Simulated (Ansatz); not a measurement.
## Geometry relaxation of Zn$_{16}$Se$_{17}$ (charge −1) (part 4 of 4)

The same run, continued: Zn$_{16}$Se$_{17}$ (defect cell, 33 atoms in the cell, total charge −1); DFT PBE, scalar-relativistic, plane waves, PAW, spin-polarised (Ansatz 0.2.0); cutoff 420 eV, 2×2×2 k-mesh, Gaussian smearing of 0.01 eV, collinear spins. The structure derives from a Materials Project entry. It belongs to a series of runs on one base structure; here: Se interstitial, charge -1, atoms relaxed at the host's cell.

Trajectory as extended XYZ, continued
```
33
Lattice="5.7318 -5.7318 -5.7318 -5.7318 -5.7318 5.7318 -5.7318 5.7318 -5.7318" Properties=species:S:1:pos:R:3:forces:R:3 step=5 energy=-146090.24608 accepted=F
Zn   -2.9360   -0.1432   -2.7234    0.2137   0.0917  -0.1384
Zn   -2.6944   -2.8116   -0.1065    0.0010  -0.0194   0.2021
Zn   -2.9305   -5.5861    2.7470   -0.0647   0.0006   0.0060
Zn   -5.6574    2.8831   -2.9120   -0.0044   0.0724  -0.0774
Zn   -2.7069    2.8735   -5.8015   -0.0370  -0.0064   0.0735
Zn   -5.6119   -0.0842   -0.1867    0.0451  -0.0844  -0.0329
Zn   -5.7018   -2.8835    2.7389   -0.0040   0.0087   0.0356
Zn    2.8699   -5.6793   -2.8908   -0.0124  -0.0394  -0.0097
Zn   -5.5498   -5.5786   -5.6768    0.0417  -0.0202  -0.0039
Zn   -2.7859   -2.8607   -5.7264   -0.0175  -0.0639   0.0524
Zn   -2.5675   -5.9000   -2.9671   -0.0299  -0.0083  -0.1233
Zn   -0.0555   -2.8786   -2.8784    0.0693   0.0565  -0.0307
Zn    2.8915   -2.8383   -5.7654    0.0156   0.0804   0.0728
Zn    0.0904   -5.6567   -0.0430    0.0249  -0.0243   0.0103
Zn   -5.8335   -2.8264   -2.8969    0.1508  -0.0040   0.1226
Zn   -0.2076   -0.1443   -5.6570    0.0589  -0.2036   0.1579
Se   -4.2426    1.4783   -1.4728   -0.0637  -0.0600   0.0360
Se   -4.1920   -1.4061    1.3845   -0.0231   0.0175  -0.0296
Se   -4.2506   -4.1804    4.2584    0.0228   0.0266  -0.0150
Se   -1.4512   -1.4703   -7.2488   -0.0003   0.0170  -0.0571
Se   -4.1774    4.3185   -4.3259   -0.0935  -0.0124   0.0227
Se   -1.1695   -4.3434   -4.5385   -0.1867   0.1058   0.1250
Se   -1.2813   -7.2129   -1.4130   -0.0283  -0.0071  -0.0044
Se    1.4902   -4.2235   -1.4692   -0.0265  -0.0616  -0.0053
Se    4.3096   -4.2749   -4.3339    0.0012   0.0024  -0.0156
Se   -4.3088   -1.4082   -4.3476    0.0038  -0.0077   0.0329
Se   -5.4363   -3.7292   -0.6336    0.2920   0.1385  -0.3696
Se   -1.1781   -1.2439   -1.3759   -0.1813  -0.0547  -0.0326
Se    1.4189   -1.4204   -4.3301    0.0616   0.0197  -0.0935
Se   -1.3595   -4.2607    1.3866   -0.0612   0.0830  -0.0790
Se   -7.2963   -1.2514   -1.5714    0.1307   0.0654  -0.0182
Se   -1.6228    1.3910   -4.1202   -0.0303  -0.0616   0.0517
Se   -3.1250   -3.7296   -2.2992   -0.2687  -0.0476   0.1347
33
Lattice="5.7318 -5.7318 -5.7318 -5.7318 -5.7318 5.7318 -5.7318 5.7318 -5.7318" Properties=species:S:1:pos:R:3:forces:R:3 step=6 energy=-146090.28974
Zn   -2.8954   -0.0775   -2.7848    0.1018   0.0564  -0.0179
Zn   -2.5841   -2.7620   -0.0332   -0.0270  -0.0543   0.0015
Zn   -2.9304   -5.5762    2.7596   -0.0044  -0.0090   0.0202
Zn   -5.6706    2.8864   -2.8863    0.0000   0.0099  -0.0147
Zn   -2.7794    2.8979   -5.7884    0.0378  -0.0227  -0.0123
Zn   -5.6198   -0.0606   -0.1458   -0.0193  -0.0004  -0.0269
Zn   -5.6943   -2.8820    2.7402   -0.0214  -0.0088   0.0061
Zn    2.8658   -5.7010   -2.9030   -0.0054  -0.0013   0.0170
Zn   -5.5705   -5.5774   -5.7024   -0.0064  -0.0193  -0.0269
Zn   -2.8073   -2.8760   -5.6909    0.0106  -0.0289   0.0247
Zn   -2.5659   -5.9139   -3.0091   -0.0361   0.1053   0.0096
Zn    0.0165   -2.8404   -2.8896   -0.0257  -0.0088   0.0205
Zn    2.9012   -2.8451   -5.7897    0.0073   0.0077   0.0048
Zn    0.0965   -5.6970   -0.0368    0.0061   0.0002  -0.0158
Zn   -5.9280   -2.7645   -2.9197    0.0710  -0.0298   0.0859
Zn   -0.2096   -0.1796   -5.6535    0.0367   0.0540  -0.0029
Se   -4.2507    1.4676   -1.4721   -0.0083  -0.0008   0.0198
Se   -4.1958   -1.4261    1.3653    0.0129  -0.0261  -0.0138
Se   -4.2517   -4.1753    4.2608   -0.0004  -0.0068  -0.0057
Se   -1.4801   -1.4867   -7.2362   -0.0046  -0.0220  -0.0295
Se   -4.2250    4.3292   -4.3165   -0.0121  -0.0096   0.0091
Se   -1.1936   -4.3165   -4.4760   -0.0481  -0.0006  -0.0220
Se   -1.2857   -7.2172   -1.4351    0.0140  -0.0420   0.0136
Se    1.4838   -4.2489   -1.4693   -0.0043  -0.0198  -0.0079
Se    4.2921   -4.2806   -4.3477   -0.0187   0.0074  -0.0287
Se   -4.3071   -1.4253   -4.3072   -0.0303  -0.0523  -0.0146
Se   -5.3712   -3.7973   -0.7736   -0.1454   0.0452   0.0043
Se   -1.1923   -1.2419   -1.4152    0.0233   0.0720  -0.0065
Se    1.4588   -1.4041   -4.3588   -0.0060  -0.0015   0.0007
Se   -1.3308   -4.2793    1.4055   -0.0143   0.0489  -0.0102
Se   -7.3055   -1.2333   -1.5298   -0.0086   0.0379   0.0141
Se   -1.5828    1.4143   -4.1926   -0.0131  -0.0461   0.0722
Se   -3.1465   -3.7921   -2.1647    0.1384  -0.0337  -0.0676
33
Lattice="5.7318 -5.7318 -5.7318 -5.7318 -5.7318 5.7318 -5.7318 5.7318 -5.7318" Properties=species:S:1:pos:R:3:forces:R:3 step=7 energy=-146090.29751
Zn   -2.8852   -0.0882   -2.7481    0.0346   0.0053  -0.0253
Zn   -2.6553   -2.8052   -0.0386   -0.0379   0.0155   0.0964
Zn   -2.9351   -5.5726    2.7569   -0.0219  -0.0024  -0.0065
Zn   -5.6589    2.8902   -2.9031    0.0032   0.0259  -0.0208
Zn   -2.7183    2.8753   -5.8091   -0.0085  -0.0060   0.0031
Zn   -5.6335   -0.0651   -0.1704    0.0387  -0.0486  -0.0237
Zn   -5.7102   -2.8816    2.7530    0.0022   0.0428   0.0364
Zn    2.8643   -5.6974   -2.9046    0.0188  -0.0160  -0.0066
Zn   -5.5657   -5.5795   -5.7041    0.0077  -0.0082   0.0113
Zn   -2.7951   -2.8758   -5.7051   -0.0042   0.0146   0.0171
Zn   -2.5884   -5.8976   -2.9993   -0.0571  -0.0286  -0.0502
Zn   -0.0252   -2.8577   -2.8739    0.0218   0.0218   0.0006
Zn    2.8940   -2.8385   -5.7777    0.0185   0.0078   0.0190
Zn    0.1002   -5.6881   -0.0353   -0.0066  -0.0258   0.0017
Zn   -5.8584   -2.8023   -2.9150    0.0802   0.0292  -0.0194
Zn   -0.1943   -0.1622   -5.6614    0.0382  -0.0691   0.0412
Se   -4.2520    1.4687   -1.4685   -0.0059   0.0180   0.0125
Se   -4.2153   -1.4172    1.3743    0.0106  -0.0102  -0.0219
Se   -4.2528   -4.1705    4.2612   -0.0026  -0.0081  -0.0150
Se   -1.4661   -1.4840   -7.2456    0.0039   0.0224  -0.0210
Se   -4.2074    4.3146   -4.3416    0.0259   0.0116   0.0400
Se   -1.1933   -4.3281   -4.5028   -0.0120   0.0306  -0.0045
Se   -1.3006   -7.2053   -1.4270    0.0316  -0.0336   0.0082
Se    1.4868   -4.2498   -1.4704    0.0050   0.0265  -0.0035
Se    4.3018   -4.2746   -4.3467   -0.0195  -0.0139  -0.0117
Se   -4.2868   -1.4137   -4.3161   -0.0334  -0.0292  -0.0143
Se   -5.4439   -3.7536   -0.7291    0.2075   0.0214  -0.1055
Se   -1.2035   -1.2514   -1.3780    0.0136   0.0280  -0.0215
Se    1.4458   -1.4125   -4.3445   -0.0406   0.0172   0.0044
Se   -1.3372   -4.2718    1.4021   -0.0271   0.0234  -0.0242
Se   -7.2920   -1.2323   -1.5683   -0.0008   0.0032   0.0263
Se   -1.5886    1.3976   -4.1502   -0.0346  -0.0187   0.0176
Se   -3.0896   -3.7521   -2.2099   -0.2495  -0.0467   0.0599
33
Lattice="5.7318 -5.7318 -5.7318 -5.7318 -5.7318 5.7318 -5.7318 5.7318 -5.7318" Properties=species:S:1:pos:R:3:forces:R:3 step=8 energy=-146090.31871
Zn   -2.8918   -0.0726   -2.7672    0.0299   0.0739  -0.0294
Zn   -2.7867   -2.8316   -0.0821   -0.0274  -0.0370   0.0190
Zn   -2.9222   -5.5901    2.7716    0.0433   0.0155   0.0300
Zn   -5.6794    2.8768   -2.9334   -0.0187  -0.0091   0.0099
Zn   -2.7010    2.8731   -5.8169   -0.0276   0.0129   0.0154
Zn   -5.6186   -0.0541   -0.1574   -0.0192   0.0486   0.0077
Zn   -5.7027   -2.8525    2.7796    0.0092  -0.0227  -0.0285
Zn    2.8907   -5.6704   -2.8937   -0.0126   0.0143  -0.0054
Zn   -5.5817   -5.6022   -5.7111   -0.0271   0.0073  -0.0340
Zn   -2.7929   -2.8476   -5.7182   -0.0130  -0.0207   0.0144
Zn   -2.6290   -5.9378   -3.0284    0.0443  -0.0046  -0.0272
Zn   -0.0357   -2.8499   -2.8667    0.0325   0.0149  -0.0067
Zn    2.9166   -2.8553   -5.7460    0.0090  -0.0060  -0.0044
Zn    0.0721   -5.6602   -0.0538    0.0134   0.0183   0.0061
Zn   -5.7222   -2.8223   -2.8758    0.0214  -0.0526  -0.0086
Zn   -0.1559   -0.2028   -5.6315   -0.0220  -0.0111   0.0262
Se   -4.2517    1.4888   -1.4683   -0.0016  -0.0360  -0.0005
Se   -4.2124   -1.3770    1.4060    0.0011   0.0091   0.0131
Se   -4.2514   -4.1812    4.2661    0.0009  -0.0154  -0.0003
Se   -1.4417   -1.4633   -7.2513   -0.0108  -0.0335   0.0062
Se   -4.2219    4.2856   -4.3677    0.0115  -0.0251  -0.0286
Se   -1.2072   -4.3118   -4.4967    0.0343  -0.0359  -0.0574
Se   -1.3212   -7.1950   -1.4244   -0.0054   0.0048  -0.0001
Se    1.4889   -4.2304   -1.4725   -0.0050  -0.0198   0.0001
Se    4.3558   -4.2620   -4.3088   -0.0091   0.0177  -0.0126
Se   -4.2905   -1.3694   -4.3564    0.0023   0.0139  -0.0109
Se   -5.3755   -3.7753   -0.6239    0.0433   0.1102  -0.0104
Se   -1.2531   -1.2738   -1.3768   -0.0331  -0.0445  -0.0121
Se    1.4621   -1.4350   -4.3123   -0.0095  -0.0293   0.0025
Se   -1.3966   -4.2553    1.3604    0.0114   0.0071   0.0158
Se   -7.2431   -1.2549   -1.5701    0.0277  -0.0196   0.0089
Se   -1.5694    1.4122   -4.1530   -0.0672  -0.0475   0.1020
Se   -3.1903   -3.7848   -2.3162   -0.0264   0.1023   0.0001
33
Lattice="5.7318 -5.7318 -5.7318 -5.7318 -5.7318 5.7318 -5.7318 5.7318 -5.7318" Properties=species:S:1:pos:R:3:forces:R:3 step=9 energy=-146090.32559
Zn   -2.9046   -0.0648   -2.7684   -0.0198   0.0213  -0.0262
Zn   -2.9266   -2.8801   -0.1045    0.1058  -0.0239   0.1059
Zn   -2.8957   -5.6139    2.7949    0.0774   0.0179   0.0306
Zn   -5.6943    2.8735   -2.9559   -0.0268  -0.0075   0.0196
Zn   -2.6764    2.8644   -5.8202   -0.0767   0.0362   0.0418
Zn   -5.6033   -0.0471   -0.1558   -0.0183   0.0406   0.0351
Zn   -5.6994   -2.8340    2.8031    0.0342  -0.0283  -0.0616
Zn    2.9154   -5.6438   -2.8834   -0.0302   0.0144  -0.0170
Zn   -5.6108   -5.6341   -5.7339   -0.0491   0.0130  -0.0390
Zn   -2.7955   -2.8325   -5.7327   -0.0374  -0.0148   0.0224
Zn   -2.6650   -5.9493   -3.0580    0.0939   0.0187  -0.0258
Zn   -0.0440   -2.8495   -2.8655    0.0578   0.0201  -0.0238
Zn    2.9354   -2.8622   -5.7260    0.0039   0.0058  -0.0098
Zn    0.0502   -5.6288   -0.0678    0.0228   0.0268   0.0202
Zn   -5.5834   -2.8667   -2.8548   -0.2313  -0.0165  -0.1454
Zn   -0.1230   -0.2128   -5.6020   -0.0645   0.0389   0.0183
Se   -4.2525    1.5056   -1.4675    0.0004  -0.0468  -0.0056
Se   -4.2154   -1.3373    1.4427    0.0183   0.0426   0.0513
Se   -4.2524   -4.2016    4.2678    0.0036   0.0074   0.0100
Se   -1.4205   -1.4445   -7.2457    0.0199  -0.0167   0.0023
Se   -4.2302    4.2629   -4.3990   -0.0125  -0.0335  -0.0428
Se   -1.2043   -4.2998   -4.5151   -0.0133  -0.0542   0.0052
Se   -1.3410   -7.1735   -1.4292   -0.0556   0.0354   0.0059
Se    1.4932   -4.2151   -1.4738   -0.0048  -0.0115   0.0030
Se    4.3980   -4.2520   -4.2897   -0.0099   0.0290  -0.0120
Se   -4.2893   -1.3269   -4.3972    0.0060   0.0504  -0.0183
Se   -5.3280   -3.7563   -0.5168   -0.0182  -0.0540   0.0908
Se   -1.3139   -1.3203   -1.3720   -0.0124  -0.0170   0.0170
Se    1.4754   -1.4512   -4.2847    0.0202  -0.0405  -0.0021
Se   -1.4412   -4.2414    1.3372    0.0327  -0.0004   0.0318
Se   -7.1830   -1.2936   -1.5773   -0.0013   0.0095  -0.0254
Se   -1.5734    1.4201   -4.1221    0.0224  -0.0204   0.0023
Se   -3.2605   -3.7757   -2.4236    0.1627  -0.0419  -0.0583
33
Lattice="5.7318 -5.7318 -5.7318 -5.7318 -5.7318 5.7318 -5.7318 5.7318 -5.7318" Properties=species:S:1:pos:R:3:forces:R:3 step=10 energy=-146090.35455
Zn   -2.9196   -0.0631   -2.7936    0.0041  -0.0090  -0.0044
Zn   -2.8789   -2.8952   -0.0924    0.0066  -0.0191   0.0063
Zn   -2.8598   -5.6237    2.8209   -0.0010   0.0044   0.0012
Zn   -5.6991    2.8860   -2.9227    0.0027  -0.0056  -0.0024
Zn   -2.7461    2.8874   -5.7850   -0.0137   0.0019   0.0043
Zn   -5.5854   -0.0594   -0.1426   -0.0096  -0.0078   0.0110
Zn   -5.6794   -2.8415    2.7728    0.0053   0.0004   0.0005
Zn    2.9148   -5.6326   -2.8692   -0.0018   0.0045  -0.0013
Zn   -5.6418   -5.6315   -5.7611   -0.0040   0.0040  -0.0075
Zn   -2.8243   -2.8385   -5.7099   -0.0058  -0.0035   0.0002
Zn   -2.6254   -5.9379   -3.0940    0.0087   0.0151  -0.0046
Zn   -0.0113   -2.8374   -2.8940    0.0040  -0.0029   0.0003
Zn    2.9295   -2.8499   -5.7537   -0.0006   0.0008   0.0011
Zn    0.0447   -5.6277   -0.0729    0.0053   0.0005   0.0028
Zn   -5.6324   -2.8929   -2.8542   -0.0042  -0.0186  -0.0053
Zn   -0.1478   -0.2037   -5.5792   -0.0041   0.0095   0.0093
Se   -4.2539    1.4928   -1.4701    0.0088   0.0049  -0.0031
Se   -4.1888   -1.3319    1.4538    0.0071   0.0015  -0.0044
Se   -4.2520   -4.2084    4.2641    0.0020   0.0022  -0.0048
Se   -1.4322   -1.4427   -7.2223   -0.0101   0.0008   0.0068
Se   -4.2604    4.2863   -4.3858   -0.0005  -0.0039  -0.0058
Se   -1.1888   -4.2992   -4.5308   -0.0130  -0.0028   0.0111
Se   -1.3380   -7.1727   -1.4504    0.0047  -0.0030  -0.0058
Se    1.4817   -4.2113   -1.4719    0.0060   0.0041   0.0028
Se    4.3765   -4.2506   -4.3069   -0.0060  -0.0040  -0.0019
Se   -4.3179   -1.3291   -4.3940   -0.0002   0.0032  -0.0053
Se   -5.2612   -3.7702   -0.4877    0.0069   0.0127   0.0052
Se   -1.3210   -1.3298   -1.3982   -0.0099   0.0045   0.0043
Se    1.4964   -1.4394   -4.2934   -0.0065  -0.0011   0.0115
Se   -1.4171   -4.2453    1.3628   -0.0008  -0.0030   0.0015
Se   -7.1804   -1.3220   -1.5455    0.0035  -0.0040   0.0000
Se   -1.5834    1.4283   -4.1347    0.0130  -0.0001  -0.0160
Se   -3.2571   -3.7754   -2.4552    0.0032   0.0134  -0.0076
33
Lattice="5.7318 -5.7318 -5.7318 -5.7318 -5.7318 5.7318 -5.7318 5.7318 -5.7318" Properties=species:S:1:pos:R:3:forces:R:3 step=11 energy=-146090.35455
Zn   -2.9196   -0.0631   -2.7936    0.0041  -0.0090  -0.0043
Zn   -2.8789   -2.8952   -0.0924    0.0065  -0.0190   0.0063
Zn   -2.8598   -5.6237    2.8209   -0.0010   0.0044   0.0011
Zn   -5.6991    2.8860   -2.9227    0.0027  -0.0056  -0.0024
Zn   -2.7461    2.8874   -5.7850   -0.0137   0.0019   0.0043
Zn   -5.5854   -0.0594   -0.1426   -0.0096  -0.0079   0.0109
Zn   -5.6794   -2.8415    2.7728    0.0053   0.0004   0.0005
Zn    2.9148   -5.6326   -2.8692   -0.0018   0.0045  -0.0013
Zn   -5.6418   -5.6315   -5.7611   -0.0040   0.0040  -0.0074
Zn   -2.8243   -2.8385   -5.7099   -0.0058  -0.0036   0.0002
Zn   -2.6254   -5.9379   -3.0940    0.0087   0.0150  -0.0046
Zn   -0.0113   -2.8374   -2.8940    0.0040  -0.0029   0.0003
Zn    2.9295   -2.8499   -5.7537   -0.0006   0.0008   0.0011
Zn    0.0447   -5.6277   -0.0729    0.0053   0.0005   0.0028
Zn   -5.6324   -2.8929   -2.8542   -0.0041  -0.0186  -0.0053
Zn   -0.1478   -0.2037   -5.5792   -0.0041   0.0095   0.0094
Se   -4.2539    1.4928   -1.4701    0.0088   0.0049  -0.0031
Se   -4.1888   -1.3319    1.4538    0.0071   0.0016  -0.0044
Se   -4.2520   -4.2084    4.2641    0.0020   0.0022  -0.0048
Se   -1.4322   -1.4427   -7.2223   -0.0101   0.0008   0.0067
Se   -4.2604    4.2863   -4.3858   -0.0006  -0.0039  -0.0058
Se   -1.1888   -4.2992   -4.5308   -0.0130  -0.0028   0.0110
Se   -1.3380   -7.1727   -1.4504    0.0047  -0.0031  -0.0058
Se    1.4817   -4.2113   -1.4719    0.0059   0.0041   0.0028
Se    4.3765   -4.2506   -4.3069   -0.0060  -0.0040  -0.0019
Se   -4.3179   -1.3291   -4.3940   -0.0002   0.0033  -0.0053
Se   -5.2612   -3.7702   -0.4877    0.0068   0.0126   0.0052
Se   -1.3210   -1.3298   -1.3982   -0.0099   0.0046   0.0043
Se    1.4964   -1.4394   -4.2934   -0.0065  -0.0011   0.0115
Se   -1.4171   -4.2453    1.3628   -0.0007  -0.0030   0.0016
Se   -7.1804   -1.3220   -1.5455    0.0035  -0.0040   0.0000
Se   -1.5834    1.4283   -4.1347    0.0130  -0.0001  -0.0160
Se   -3.2571   -3.7754   -2.4552    0.0033   0.0134  -0.0076
```

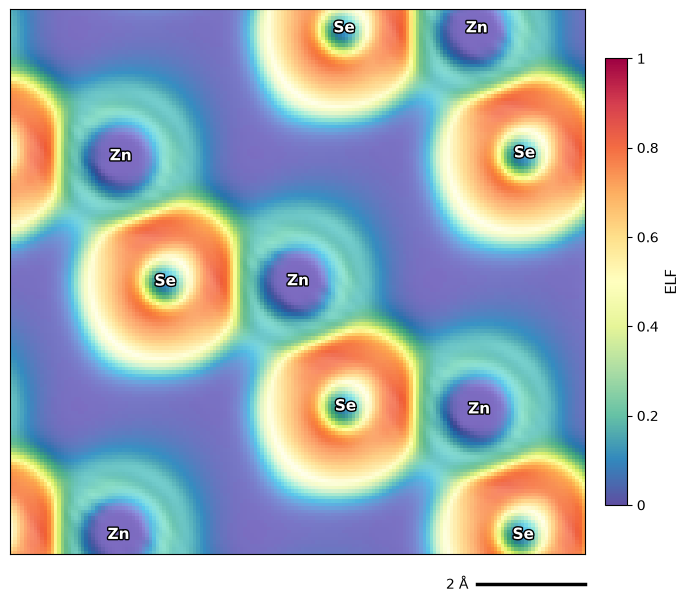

**Figure 1.** Electron localisation function on the (001) plane of the calculation cell. Atoms in the plane: Zn and Se. Zn–Se (2.45 Å): the ELF is about 0.60 at the midpoint. Zn–Se (2.47 Å): the ELF is about 0.60 at the midpoint. The fields are those of the smooth PAW valence density.

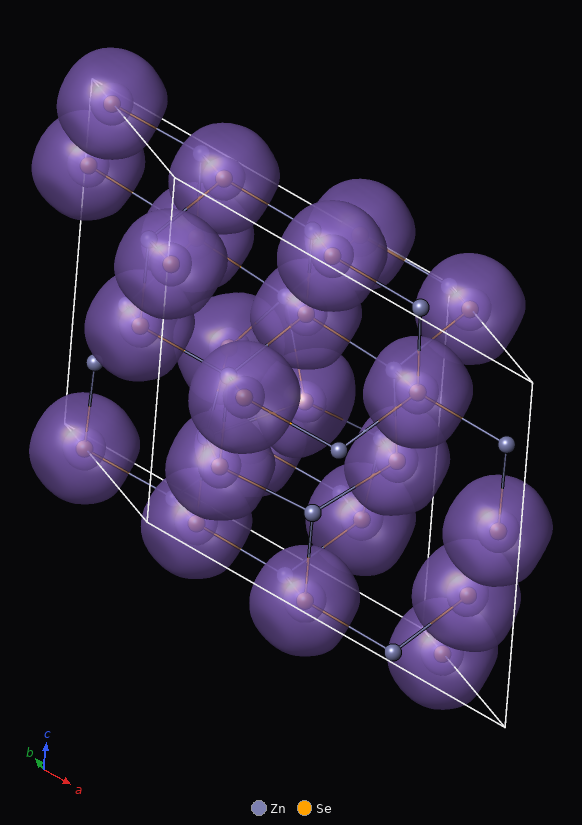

**Figure 2.** Isosurface of the ELF at 0.6 (purple), seen slightly off an axis. Core shells and regions of very low density are left out. Sticks mark near contacts. The outline is the calculation cell. Values along the shortest contacts: Zn–Se (2.34 Å): the ELF is about 0.55 at the midpoint. Zn–Se (2.41 Å): the ELF is about 0.55 at the midpoint.

Key numbers

```json
{"quantity": "outcome", "value": "converged"}
{"quantity": "electrons treated", "value": "465"}
{"quantity": "free energy", "value": "−146090.3545 eV"}
{"quantity": "Fermi energy", "value": "8.750 eV"}
{"quantity": "gap on the k-point mesh", "value": "0.25 eV"}
{"quantity": "net moment of the cell", "value": "0.00 μB"}
{"quantity": "integrated absolute moment", "value": "0.00 μB"}
{"quantity": "final volume", "value": "753.22 Å³"}
{"quantity": "largest force (length of the vector) at the end", "value": "0.021 eV/Å"}
{"quantity": "wall time", "value": "28 min (CPU time 1.7 h)"}
{"quantity": "peak memory", "value": "4.4 GiB"}
```

Warnings of the run: some starting moments were not kept. The cell is charged and computed with a neutralising background, so its energy and pressure depend on the cell and aren't those of a real crystal.
